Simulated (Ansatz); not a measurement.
Ni

```
CELL_PARAMETERS angstrom
3.32477 0.00000 0.00000
0.00000 0.00000 -3.51827
0.00000 3.71178 0.00000
ATOMIC_POSITIONS crystal
Ni 0.50000 0.50000 0.00000
Ni 0.00000 0.50000 0.50000
Ni 0.00000 0.00000 0.00000
Ni 0.50000 0.00000 0.50000
```

Space group Fmmm; changed on purpose from its base cell (strain +e along x and -e along y -0.0550, strain +e along z and -e/2 along x and y +0.0000); the SCF solution may not be the lowest one; PAW files of the earlier set (soft_1); spin-polarised.

Level of theory: DFT PBE, scalar-relativistic, plane waves, PAW in Ansatz 0.2.0.

In a PAW calculation such maps are meaningful between the atoms, not at the nuclei.

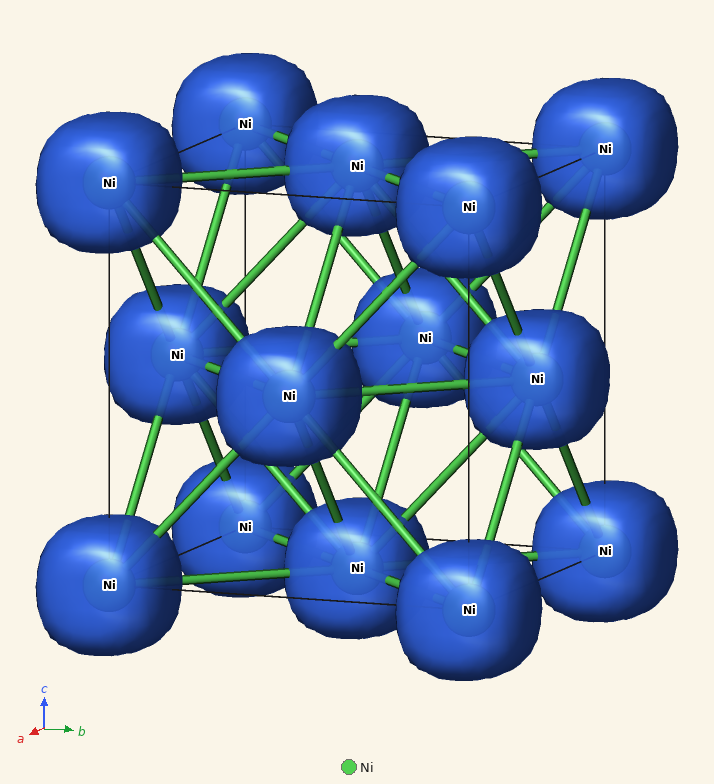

Figure 1. Isosurface of the spin density at +0.1 e/Å³ (blue), seen slightly off an axis. Sticks mark near contacts.

Question: Where is the spin, and how is it ordered?

Answer: The spin density sits on Ni: +0.7 μB (×4) in one cell of 4 atoms: parallel main moments, as they must be, since the calculation's own cell holds one magnetic site. The cell of the calculation (1 atoms) carries 0.6 μB of net spin moment.

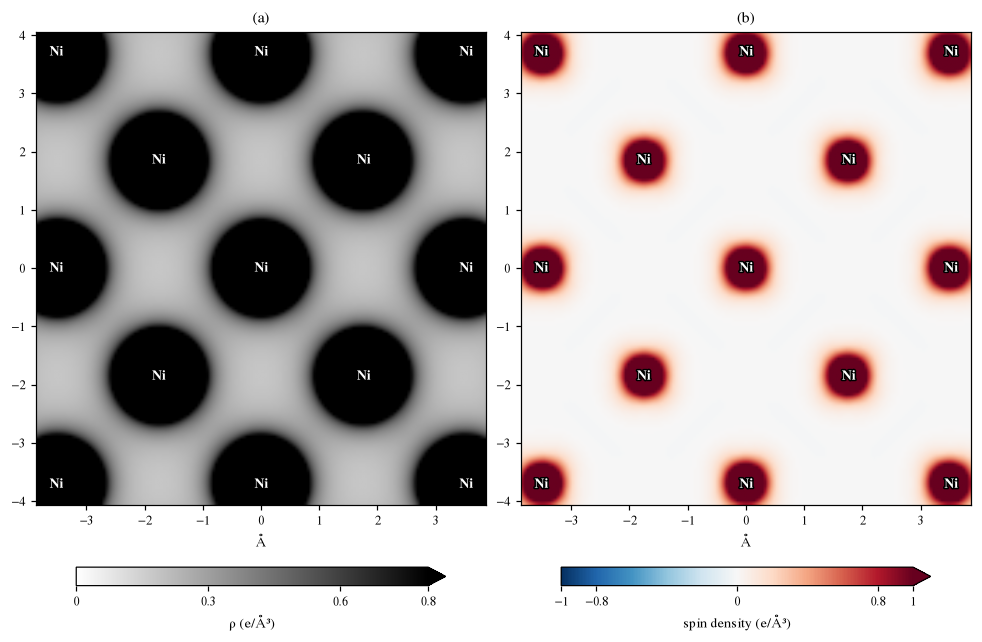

Figure 2. (a) valence charge density (pseudo); (b) spin density on the (100) plane of the conventional cell.

Question: Describe what can be read from this map.

Answer: The plane passes through Ni nuclei. Ni–Ni (2.56 Å): the density is about 0.3 e/Å³ at the midpoint. Between the atoms the lowest density in this plane is 0.18 e/Å³.
